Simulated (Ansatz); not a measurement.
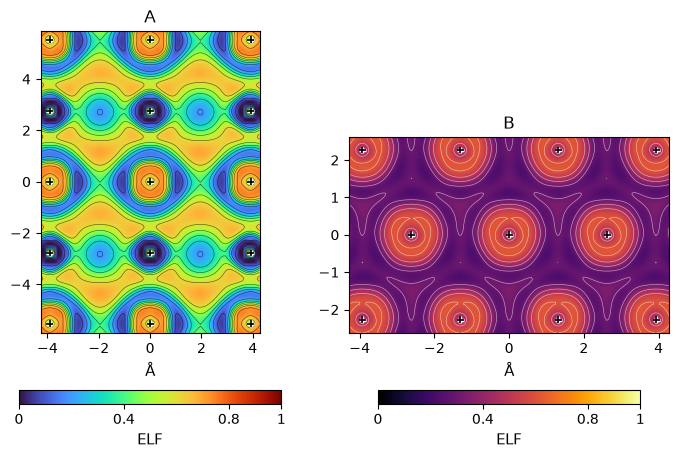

The ELF of 2 systems, each on a plane through atoms (crosses mark nuclei in the plane).

The calculation used Ansatz 0.2.0, DFT LDA, scalar-relativistic, plane waves, PAW.

System 1: TiAl3, the (110) plane of the conventional cell. Space group Cmmm; a structure from a database of computed crystals, not necessarily the ambient phase; computed without spin polarisation; PAW files of the earlier set (soft_1).

System 2: Ru, the (001) plane of the conventional cell. Space group Cmcm; changed on purpose from its base cell (mode 5 frozen in at -0.070 Å, equal normal strain along x and y -0.0200); not relaxed (largest force 1.2 eV/Å); computed pressure about 17 GPa in this cell; computed without spin polarisation; PAW files of the earlier set (soft_1).

```
Ru
1.0
     2.62058    0.00000    0.00000
     0.00000    4.53897    0.00000
     0.00000    0.00000    4.22676
Ru
4
Direct
  0.00000 0.31822 0.25000
  0.50000 0.81822 0.25000
  0.50000 0.18178 0.75000
  0.00000 0.68178 0.75000
```

**Match each panel to its system.**

Panel A is system 1, TiAl3: the plane holds Ti and Al. Ti–Al (2.75 Å): the ELF is about 0.35 at the midpoint. Panel B is system 2, Ru: the plane holds Ru. Ru–Ru (2.62 Å): the ELF is about 0.30 at the midpoint.
